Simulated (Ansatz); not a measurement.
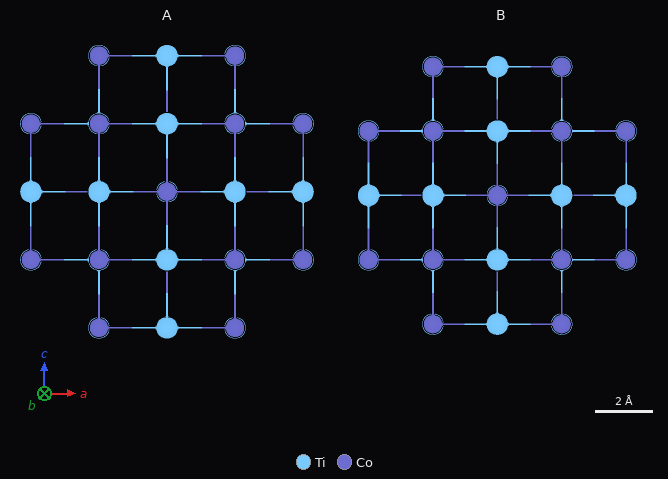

Two geometries of a crystal of TiCo (a generated structure, set up in Fm-3m) (coarse preliminary run), drawn at one scale. One is the start of a relaxation, the other its converged end. Style: ball-and-stick. Shown: the conventional cell (4 times the calculation's cell), along the b axis. Lengths and directions refer to the drawn axes.

All numbers below come from Ansatz 0.2.0, DFT PBE, scalar-relativistic, plane waves, PAW. Settings: plane-wave cutoff 420 eV; k-point mesh 6 × 6 × 6; occupations gaussian; smearing width 0.1 eV; collinear spin; cell and atoms relaxed; force threshold 0.04 eV/Å; at most 70 steps.

Question: Which geometry has the lower energy?

Answer: Structure A is the relaxed one. The atoms keep their places relative to the cell (all moves are under 0.005 Å). The volume changes by +18.1 %, with a = b = c 4.590 → 4.852 Å (+5.7 %). Near-neighbour distances that change, for instance: Co–Ti 2.295 → 2.426 Å. The space group stays Fm-3m (No. 225). The energy falls by 200 meV per atom in 4 accepted moves (6 points after the start). All forces vanish by symmetry, so only the cell relaxes. Pressure: 33.53 GPa at the start and 0.10 GPa at the end. At 2 points the geometry stayed and the basis and grid were re-selected for the new cell (energy shift of 4.5 meV per atom at most each time). The program noted that the starting moments weren't kept.
